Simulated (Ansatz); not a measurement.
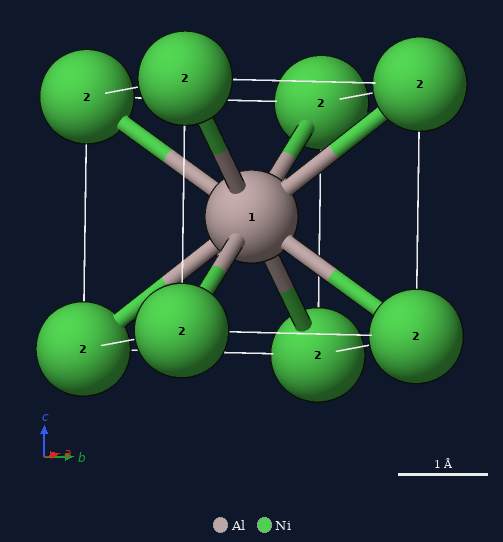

Figure 1. The input geometry (ball-and-stick view of the reduced cell, seen at an oblique angle; atoms are numbered from 1 in the order of the input). Near neighbours in the crystal (not all of them lie inside the picture): Al has 8 Ni at 2.46 to 2.51 Å; Ni has 8 Al at 2.46 to 2.51 Å.

## Geometry relaxation of AlNi

System: AlNi (R-3m, 2 atoms in the cell).
Method: DFT r2SCAN, scalar-relativistic, plane waves, PAW, no spin polarisation (Ansatz 0.2.0).

The structure derives from a Materials Project entry. It belongs to a series of runs on one base structure; here: film's bulk on the substrate's plane, third vector and atoms relaxed. Figures and captions count atoms from 1; the log counts them from 0 in places.

What the program printed
```
Warning: crystal.symmetry: narrowed to the stabiliser of the k-point mesh — unitary ops 12 → 4; excluded 8 operations that carry a point of the 9×9×20 mesh (shift [0, 0, 0]) off the mesh (the run samples exactly the mesh kpoints.mp_grid names, as under crystal.symmetry.detect: false, and its converged state has the mesh's symmetry, not the crystal's; ε∞, the Born charges and the force constants of a linear response (`dielectric:` by the response, `phonons.method: dfpt`) are averaged over those of the crystal's operations that the state keeps within a tolerance, where `mesh_tensors`, `unaveraged_element` or `gamma_mean_max_change_ev_ang2` stands beside them; a row that `dielectric.field_direction` solves alone is averaged likewise, with nothing beside; a Γ-centred mesh of equal divisions is mapped onto itself by every operation and keeps the whole group, as does a half-shifted one under kpoints.further_shifts: images)
Engine: ansatz 0.2.0, x86_64-unknown-linux-gnu
Pseudopotentials: kind: paw
Pseudopotential: Al, paw, valence charge 3, recommended cutoff 500 eV (meta_gga), Al.paw.azcp
Pseudopotential: Ni, paw, valence charge 18, recommended cutoff 500 eV (meta_gga), Ni.paw.azcp
Functional definition: r2SCAN
  parameter k0 = 0.174
  parameter k1 = 0.065
  parameter a1 = 4.9479
  exchange = r2scan_x(k0 = k0, k1 = k1, a1 = a1)
  correlation = r2scan_c
Crystal: 2 atoms, lattice volume = 23.276 Å³
Basis set: ecut = 500 eV, 607 PW (Γ), exchange–correlation on 120×120×96 points (64 copies of the dense FFT grid, shifted against one another)
Bands: 15, of which v1, the nominal top of the filled ones, is band 11 counted from 1 (10 counted from 0)
Symmetry: 4 space group operations
k-points: 455 of 1620
Non-local potential: Al, projectors of the file, l = 0: 2, l = 1: 2, l = 2: 1
Non-local potential: Ni, projectors of the file, l = 0: 3, l = 1: 2, l = 2: 3, l = 3: 1
PAW form: soft (Blöchl's): semilocal exchange-correlation on the pseudo side does not see the compensation charge
PAW frozen core: Al, regenerated for the run's functional (the file was generated under x = pbe(κ = 0.804, μ = 0.2195149727645171), c = pbe(β = 0.06672455060314922))
PAW frozen core: Ni, regenerated for the run's functional (the file was generated under x = pbe(κ = 0.804, μ = 0.2195149727645171), c = pbe(β = 0.06672455060314922))
PAW one-centre angular grid: Al, 302 points (default); XC on 160 Gauss nodes
PAW one-centre angular grid: Ni, 590 points (default); XC on 160 Gauss nodes
Initial density: superposition of atomic densities (neutral atoms: chi_scale 0, normalization atom), corrected by the library's trained network
Initial wavefunctions: pseudopotential atomic-orbital guess
Functional: x = r2scan, c = r2scan; τ floored in thin density (d = 2e-4 eV/Å³)
SCF iter   1: F=—  HF=-6386.993567 eV  |F-HF|=—  |Δ(HF+E_count)|=         —  Δρ=2.52e-2  dr2=1.13e-1  dr2_τ=6.01e-2  ethr=1.77e-3  ⟨swp⟩=4.8  Hψ=31340  notcnv=0
preconditioner: auto → none  [metal: Δε(μ)=0.007 eV  Ē_g=10.540 eV  σ=0.100 eV  W_gap=0.04  n_scr=6 (ndim 8)  ℏωp=27.8 eV  f_vac=0.000  D(μ)=0.82/eV (n_scr^D=6)  sad-step TF]
SCF iter   2: F=—  HF=-6387.057265 eV  |F-HF|=—  |Δ(HF+E_count)|=   6.37e-2  Δρ=1.74e-2  dr2=3.41e-2  dr2_τ=6.76e-4  ethr=5.40e-4  ⟨swp⟩=3.0  Hψ=16762  notcnv=0  defer=180
SCF iter   3: F=—  HF=-6387.048762 eV  |F-HF|=—  |Δ(HF+E_count)|=   8.50e-3  Δρ=5.64e-3  dr2=5.68e-3  dr2_τ=2.36e-5  ethr=1.62e-4  ⟨swp⟩=2.1  Hψ=11146  notcnv=0  defer=180
SCF iter   4: F=—  HF=-6387.047870 eV  |F-HF|=—  |Δ(HF+E_count)|=   8.92e-4  Δρ=1.19e-3  dr2=1.30e-4  dr2_τ=4.81e-6  ethr=2.71e-5  ⟨swp⟩=1.2  Hψ=7081  notcnv=0  defer=180
SCF iter   5: F=—  HF=-6387.047916 eV  |F-HF|=—  |Δ(HF+E_count)|=   4.58e-5  Δρ=1.10e-3  dr2=1.77e-4  dr2_τ=9.34e-7  ethr=6.21e-7  ⟨swp⟩=2.1  Hψ=9570  notcnv=0  defer=180
SCF iter   6: F=—  HF=-6387.047906 eV  |F-HF|=—  |Δ(HF+E_count)|=   1.01e-5  Δρ=3.16e-4  dr2=1.24e-5  dr2_τ=7.25e-8  ethr=6.21e-7  ⟨swp⟩=2.0  Hψ=8752  notcnv=0  defer=180
SCF iter   7: F=—  HF=-6387.047897 eV  |F-HF|=—  |Δ(HF+E_count)|=   9.44e-6  Δρ=9.25e-5  dr2=1.01e-6  dr2_τ=1.59e-8  ethr=5.92e-8  ⟨swp⟩=1.3  Hψ=7086  notcnv=0  defer=180
SCF iter   8: F=-6387.047897 eV  HF=-6387.047897 eV  |F-HF|=1.66e-8  |Δ(HF+E_count)|=   7.75e-9  Δρ=1.57e-5  dr2=3.02e-8  dr2_τ=6.92e-10  ethr=4.76e-10  ⟨swp⟩=5.4  Hψ=29237  notcnv=0
SCF 1 converged in 8 iterations: F = -6387.047897 eV  dr2 = 3.02e-8
  greatest PAW one-centre occupation: 1.001 electrons in one spin orbital (limit 2), on the Ni atom at site 1 (counted from 0), in its partial waves of l = 1
relax step   1: F+E_penalty+E_count = -6387.04789660 eV  Δ(F+E_penalty+E_count) = +0.000e0 eV  max|allowed force component| = 9.861e-32 eV/Å  Δτ_max = 0.0000 Å  P = +1.541 GPa  Ω = 23.276 Å³  fix = [a, b, gamma]  reactions: a +3.640, b +3.640 GPa; gamma -2.106 GPa/rad  (8 SCF iters, dr2 threshold 1.00e-7 eV, accepted)
Crystal: 2 atoms, lattice volume = 23.178 Å³
Basis set: ecut = 500 eV, 599 PW (Γ), exchange–correlation on 120×120×96 points (64 copies of the dense FFT grid, shifted against one another)
Initial density: handed on by an earlier stage of this run
Initial wavefunctions: those handed on with the density
iter 1 solved again at ethr=2.97e-7 eV; its pass at ethr=3.10e-3 eV (dr2=6.24e-5 eV) is discarded
SCF iter   1: F=—  HF=-6387.048807 eV  |F-HF|=—  |Δ(HF+E_count)|=         —  Δρ=7.12e-4  dr2=6.92e-5  dr2_τ=2.98e-4  ethr=2.97e-7  ⟨swp⟩=2.2  Hψ=40883  notcnv=0
preconditioner: auto → none  [metal: Δε(μ)=0.015 eV  Ē_g=10.450 eV  σ=0.100 eV  W_gap=0.08  n_scr=6 (ndim 8)  ℏωp=27.8 eV  f_vac=0.000  D(μ)=0.84/eV (n_scr^D=6)]
SCF iter   2: F=—  HF=-6387.049197 eV  |F-HF|=—  |Δ(HF+E_count)|=   3.91e-4  Δρ=1.30e-3  dr2=2.48e-4  dr2_τ=6.44e-7  ethr=2.97e-7  ⟨swp⟩=2.0  Hψ=11616  notcnv=0  recentre
SCF iter   3: F=—  HF=-6387.049164 eV  |F-HF|=—  |Δ(HF+E_count)|=   3.34e-5  Δρ=3.12e-4  dr2=1.43e-5  dr2_τ=3.17e-7  ethr=2.97e-7  ⟨swp⟩=2.7  Hψ=11086  notcnv=0
SCF iter   4: F=—  HF=-6387.049162 eV  |F-HF|=—  |Δ(HF+E_count)|=   1.85e-6  Δρ=1.23e-4  dr2=2.11e-6  dr2_τ=5.71e-8  ethr=6.79e-8  ⟨swp⟩=1.0  Hψ=6826  notcnv=0
SCF iter   5: F=-6387.049162 eV  HF=-6387.049162 eV  |F-HF|=2.12e-10  |Δ(HF+E_count)|=   1.97e-7  Δρ=1.38e-5  dr2=9.67e-9  dr2_τ=7.02e-10  ethr=9.52e-10  ⟨swp⟩=3.8  Hψ=26909  notcnv=0
SCF 2 converged in 5 iterations: F = -6387.049162 eV  dr2 = 9.67e-9
relax step   2: F+E_penalty+E_count = -6387.04916186 eV  Δ(F+E_penalty+E_count) = -1.265e-3 eV  max|allowed force component| = 3.944e-31 eV/Å  Δτ_max = 0.0000 Å  P = +2.294 GPa  Ω = 23.178 Å³  energy of the carried Pulay correction = +5.616e-5 eV  fix = [a, b, gamma]  reactions: a +4.056, b +4.056 GPa; gamma -2.313 GPa/rad  (5 SCF iters, dr2 threshold 2.00e-7 eV, accepted)
Crystal: 2 atoms, lattice volume = 23.092 Å³
Basis set: ecut = 500 eV, 595 PW (Γ), exchange–correlation on 120×120×96 points (64 copies of the dense FFT grid, shifted against one another)
iter 1 solved again at ethr=2.37e-7 eV; its pass at ethr=3.10e-3 eV (dr2=4.97e-5 eV) is discarded
SCF iter   1: F=—  HF=-6387.049264 eV  |F-HF|=—  |Δ(HF+E_count)|=         —  Δρ=6.27e-4  dr2=5.33e-5  dr2_τ=2.27e-4  ethr=2.37e-7  ⟨swp⟩=2.5  Hψ=41642  notcnv=0
preconditioner: auto → none  [metal: Δε(μ)=0.021 eV  Ē_g=10.481 eV  σ=0.100 eV  W_gap=0.12  n_scr=6 (ndim 8)  ℏωp=27.9 eV  f_vac=0.000  D(μ)=0.83/eV (n_scr^D=6)]
SCF iter   2: F=—  HF=-6387.049558 eV  |F-HF|=—  |Δ(HF+E_count)|=   2.94e-4  Δρ=1.12e-3  dr2=1.86e-4  dr2_τ=4.95e-7  ethr=2.37e-7  ⟨swp⟩=2.0  Hψ=11614  notcnv=0  recentre
SCF iter   3: F=—  HF=-6387.049533 eV  |F-HF|=—  |Δ(HF+E_count)|=   2.51e-5  Δρ=2.82e-4  dr2=1.15e-5  dr2_τ=2.57e-7  ethr=2.37e-7  ⟨swp⟩=2.6  Hψ=10910  notcnv=0
SCF iter   4: F=—  HF=-6387.049532 eV  |F-HF|=—  |Δ(HF+E_count)|=   1.41e-6  Δρ=1.09e-4  dr2=1.63e-6  dr2_τ=4.36e-8  ethr=5.46e-8  ⟨swp⟩=1.0  Hψ=6826  notcnv=0
SCF iter   5: F=-6387.049531 eV  HF=-6387.049531 eV  |F-HF|=4.27e-10  |Δ(HF+E_count)|=   1.28e-7  Δρ=1.19e-5  dr2=7.47e-9  dr2_τ=5.74e-10  ethr=9.52e-10  ⟨swp⟩=3.8  Hψ=27616  notcnv=0
SCF 3 converged in 5 iterations: F = -6387.049531 eV  dr2 = 7.47e-9
relax step   3: F+E_penalty+E_count = -6387.04953147 eV  Δ(F+E_penalty+E_count) = -3.696e-4 eV  max|allowed force component| = 5.916e-31 eV/Å  Δτ_max = 0.0000 Å  P = +2.966 GPa  Ω = 23.092 Å³  energy of the carried Pulay correction = +1.049e-4 eV  fix = [a, b, gamma]  reactions: a +4.421, b +4.421 GPa; gamma -2.472 GPa/rad  (5 SCF iters, dr2 threshold 2.00e-7 eV, accepted)
Initial wavefunctions: pseudopotential atomic-orbital guess (no wavefunctions were taken with the density)
iter 1 solved again at ethr=3.49e-9 eV; its pass at ethr=3.10e-3 eV (dr2=7.33e-7 eV) is discarded
SCF iter   1: F=—  HF=-6387.049430 eV  |F-HF|=—  |Δ(HF+E_count)|=         —  Δρ=2.81e-5  dr2=3.51e-8  dr2_τ=5.66e-8  ethr=3.49e-9  ⟨swp⟩=4.0  Hψ=53728  notcnv=0
preconditioner: auto → none  [metal: Δε(μ)=0.022 eV  Ē_g=10.480 eV  σ=0.100 eV  W_gap=0.12  n_scr=6 (ndim 8)  ℏωp=27.9 eV  f_vac=0.000  D(μ)=0.83/eV (n_scr^D=6)]
SCF iter   2: F=—  HF=-6387.049430 eV  |F-HF|=—  |Δ(HF+E_count)|=   7.66e-9  Δρ=3.03e-5  dr2=1.14e-7  dr2_τ=4.15e-9  ethr=1.67e-10  ⟨swp⟩=2.0  Hψ=11466  notcnv=0
SCF iter   3: F=—  HF=-6387.049430 eV  |F-HF|=—  |Δ(HF+E_count)|=   1.22e-7  Δρ=7.42e-5  dr2=8.54e-7  dr2_τ=2.67e-9  ethr=1.67e-10  ⟨swp⟩=2.0  Hψ=11636  notcnv=0  recentre
SCF iter   4: F=—  HF=-6387.049430 eV  |F-HF|=—  |Δ(HF+E_count)|=   1.23e-7  Δρ=1.70e-6  dr2=1.64e-10  dr2_τ=5.18e-11  ethr=1.67e-10  ⟨swp⟩=2.0  Hψ=11629  notcnv=0
SCF iter   5: F=-6387.049430 eV  HF=-6387.049430 eV  |F-HF|=7.28e-12  |Δ(HF+E_count)|=  2.58e-10  Δρ=1.67e-7  dr2=7.86e-12  dr2_τ=2.40e-12  ethr=1.00e-12  ⟨swp⟩=5.3  Hψ=26569  notcnv=0
SCF 4 converged in 5 iterations: F = -6387.049430 eV  dr2 = 7.86e-12
relax step   4: F+E_penalty+E_count = -6387.04942972 eV  Δ(F+E_penalty+E_count) = +1.017e-4 eV  max|allowed force component| = 1.972e-31 eV/Å  Δτ_max = 0.0000 Å  P = +2.961 GPa  Ω = 23.092 Å³  fix = [a, b, gamma]  reactions: a +4.418, b +4.418 GPa; gamma -2.470 GPa/rad  stress off target by 5.28e-2 GPa on what of the cell is left free  SCF on the basis re-selected at this cell (its energy is not comparable with the rows above)  (5 SCF iters)
```

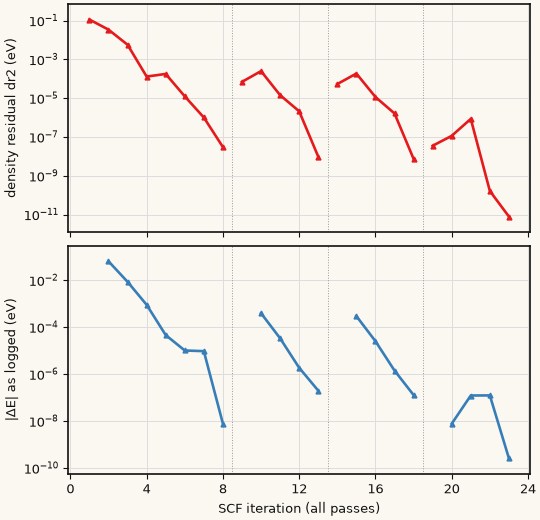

Figure 2. Convergence of the self-consistent field: density residual dr2 and size of the energy change against the SCF iteration. The dotted lines part the SCF passes of the relaxation: geometry steps, rejected trials and re-solves on a re-selected basis. The passes take 8, 5, 5 and 5 iterations.

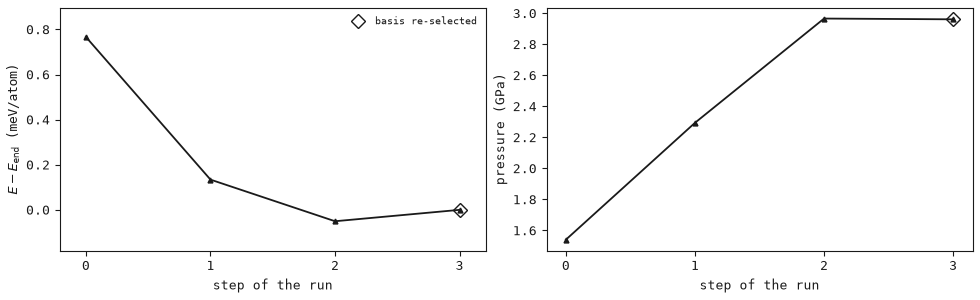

Figure 3. Progress of the relaxation, step by step (the first geometry is step 0 here and step 1 in the log).

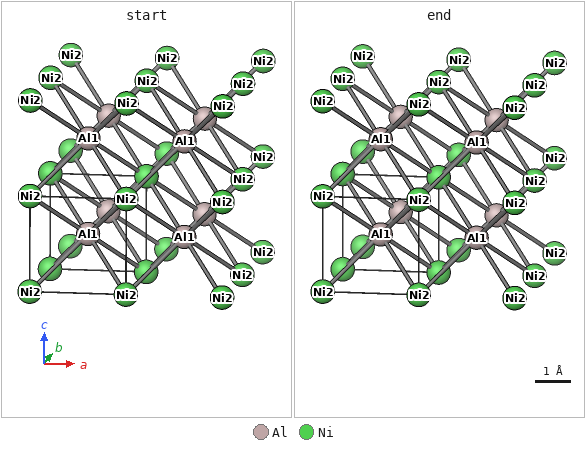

Figure 4. Before (left) and after (right) the relaxation, at one scale (ball-and-stick view of the reduced cell, repeated 2 × 2 × 2, seen slightly off an axis). No atom moves by more than 0.005 Å relative to the cell. The drawn cell changes as follows: a 2.856 → 2.850 Å (−0.2 %), b = c 2.856 → 2.847 Å (−0.3 %), α 89.1° → 89.4°, β 89.1° → 89.4°, γ 89.1° → 89.4°; the volume changes by −0.8 %. Among the contacts that change: Al1–Ni2 2.512 → 2.492 Å. The space group stays R-3m (No. 166). Over 2 geometry steps the energy falls by 0.8 meV per atom. All forces vanish by symmetry, so only the cell relaxes. The pressure goes from 1.54 to 2.96 GPa. A last SCF at the same geometry on a re-selected plane-wave basis shifts the energy by +0.1 meV per atom. (Atoms are counted from 1 in the order of the input.)

```
basis re-selected at this cell: Δ(F+E_penalty+E_count) = +1.017e-4 eV, ΔP = -0.005 GPa vs the last step (what re-selecting the basis moved, of the pressure what is left beyond the Pulay correction that the steps carried, after the strain that the cell walked since its last selection, with what the two solves' SCF thresholds leave and, on support functions, any second-order correction that the steps lacked; it is no measure of the basis error at this ecutwfc). This SCF's stress stands 5.28e-2 GPa from its target on what of the cell is left free (relax.cell.stress_tol is 1.00e-1 GPa) and its largest allowed force component is 1.97e-31 eV/Å (relax.f_tol is 1.00e-2 eV/Å): within both
SCF converged after 5 iterations
Free energy (F): -6387.049430 eV
Harris-Foulkes:  -6387.049430 eV  (|F-HF|=7.28e-12)
Internal energy: -6387.045289 eV  (E = F + TS)
E sigma→0 (E₀):  -6387.047359 eV
Entropy (-TS):   -0.004141 eV (-2.070 meV/atom)
Fermi energy:    14.423025 eV
--- Per-component energies (eV) ---
  E_band       = -350.928014
  E_kinetic    = 312.291898
  E_local      = -4406.044951  (includes V_loc(G=0)·N_el)
  E_nonlocal   = 652.028263
  E_hartree    = 1901.291713
  E_xc         = -117.678942
  E_vxc        = -151.818152  (∫ρ·V_xc dr)
  E_paw        = -2120.792534  (= ΣΔE_a)
  E_vpaw       = -570.440460  (= ΣTr[D̂ρ^β])
  E_aug_tail   = 0.000231  (compensation charges beyond the density's cutoff)
  E_vtau       = 10.471558  (kinetic-family band-sum trace: ∫τ·v_τ [+ j·A + Jᵃ·Aᵃ] dr)
  E_ewald      = -2607.780789
  E_core_change = -0.360177  (= ΣΔE_core)
  E_smearing   = -0.004141  (= −TS)
  E_closure    = 0.000000  (closes the sum)
  Σ components = -6387.049430   (vs F -6387.049430, Δ=0.00e0)
--- Forces (eV/Å), atoms counted from 1 ---
  atom   1  Al     0.00000000     0.00000000     0.00000000
  atom   2  Ni     0.00000000     0.00000000     0.00000000
  max |Σ_I F_I| component: 1.18e-30 eV/Å
--- Stress (GPa, compression-positive) ---
        4.452421      -0.060120      -0.017238
       -0.060120       4.383000       0.009953
       -0.017238       0.009953       0.047637
  P = ⅓ Tr σ = 2.9610 GPa (29.610 kbar)
--- Band table (eV; the first three rows and the last of 455) ---
  k-point 0: bands = ["-92.5884", "-51.5145", "-51.5142", "-51.5055", "2.4384", "10.9194", "10.9198", "12.7622", "12.7643", "12.8018", "20.4180", "20.4535", "20.5457", "22.9536", "22.9623"]
  k-point 1: bands = ["-92.5883", "-51.5150", "-51.5148", "-51.5061", "2.5843", "10.9345", "10.9349", "12.7238", "12.7259", "12.7489", "19.7984", "19.8244", "20.3981", "23.8020", "23.8181"]
  k-point 2: bands = ["-92.5879", "-51.5167", "-51.5164", "-51.5079", "3.0184", "10.9785", "10.9791", "12.5988", "12.6082", "12.6102", "18.8123", "18.8309", "20.0633", "25.4498", "25.4722"]
  k-point 454: bands = ["-92.5851", "-51.5371", "-51.5342", "-51.5055", "7.8333", "10.0769", "11.1551", "11.7714", "12.2563", "12.2904", "13.8491", "16.8019", "18.7017", "25.7234", "29.4762"]
--- Relaxed structure (3 steps of the walk, 3 accepted, 1 SCFs on fresh bases) ---
  F+E_penalty+E_count = -6387.04942972 eV   max|allowed force component| = 1.972e-31 eV/Å   (the final SCF, on the basis selected at the relaxed cell)
  cell:  # Å, volume = 23.0924 Å³
    - [4.006552171138222, 4.820971859002664e-7, -0.002586633935834984]
    - [-2.003275668110714, 3.469776202813102, 0.002586633955776032]
    - [-2.0043569021476912, 1.1572159969782425, 1.6628293897010558]
  atoms:
    - { symbol: Al, position: [0.4999999999999999, 0.4999999999999999, 0.49999999999999994] }
    - { symbol: Ni, position: [-6.5045948444799266e-37, -1.3009189688797504e-36, 1.6313261169996311e-55] }
```

Trajectory as extended XYZ (Å, eV, eV/Å), 4 frames, from step=1 to step=4
```
2
Lattice="4.0066 0.0000 0.0000 -2.0033 3.4698 0.0000 -2.0033 1.1566 1.6743" Properties=species:S:1:pos:R:3:forces:R:3 step=1 energy=-6387.04790 pressure_GPa=1.54
Al    0.0000    2.3132    0.8372    0.0000   0.0000   0.0000
Ni    0.0000    0.0000    0.0000    0.0000   0.0000   0.0000
2
Lattice="4.0066 0.0000 -0.0010 -2.0033 3.4698 0.0010 -2.0037 1.1568 1.6679" Properties=species:S:1:pos:R:3:forces:R:3 step=2 energy=-6387.04916 pressure_GPa=2.29
Al   -0.0002    2.3133    0.8340    0.0000   0.0000   0.0000
Ni    0.0000    0.0000    0.0000    0.0000   0.0000   0.0000
2
Lattice="4.0066 0.0000 -0.0026 -2.0033 3.4698 0.0026 -2.0044 1.1572 1.6628" Properties=species:S:1:pos:R:3:forces:R:3 step=3 energy=-6387.04953 pressure_GPa=2.97
Al   -0.0005    2.3135    0.8314    0.0000   0.0000   0.0000
Ni    0.0000    0.0000    0.0000    0.0000   0.0000   0.0000
2
Lattice="4.0066 0.0000 -0.0026 -2.0033 3.4698 0.0026 -2.0044 1.1572 1.6628" Properties=species:S:1:pos:R:3:forces:R:3 step=4 energy=-6387.04943 pressure_GPa=2.96
Al   -0.0005    2.3135    0.8314    0.0000   0.0000   0.0000
Ni    0.0000    0.0000    0.0000    0.0000   0.0000   0.0000
```

This output came from the following input.

The input
```yaml
crystal:
  lattice:
    - [4.0065530061, 0.0, 0.0]
    - [-2.0032765031, 3.4697766849, 0.0]
    - [-2.0032765031, 1.1565922283, 1.6743406332]
  atoms:
    - { symbol: Al, position: [0.5, 0.5, 0.5] }
    - { symbol: Ni, position: [0.0, 0.0, 0.0] }
basis:
  ecutwfc: 500
kpoints:
  mp_grid: { grid: [9, 9, 20] }
hamiltonian:
  xc: r2scan
scf:
  occupations: { method: gaussian, width: 0.1 }
output:
  forces: true
  stress: true
  eigenvalues: true
relax:
  adjacent_minimum: "off"
  f_tol: 0.01
  max_steps: 50
  cell: { fix: [a, b, gamma], stress_tol: 0.1 }
```

Run as:
```bash
ansatz run input.yaml --threads 8 --pin off --max-ram 20480MiB --backend cpu --events-out ev --progress --plain --runs-dir out
```

Summary

```tsv
quantity	value
outcome	converged
space group (tolerance 0.01 Å)	R-3m (166)
electrons treated	21
free energy	−6387.0494 eV
Fermi energy	14.423 eV
gap on the k-point mesh	none (metallic)
pressure	2.96 GPa
final volume	23.09 Å³
largest force (length of the vector) at the end	under 0.001 eV/Å
final cell	a = 4.007 Å, b = 4.007 Å, c = 2.850 Å, α = 45.28°, β = 134.72°, γ = 120.00°
hardware	8 threads of Intel Xeon @ 2.70GHz, 189 GiB of memory available, shared host
wall time	17 s (CPU time 1.7 min)
peak memory	0.69 GiB
```

The program warns: the k-point mesh lowers the symmetry that the run can use. The run has no spin polarisation, so a magnetic state may lie lower.
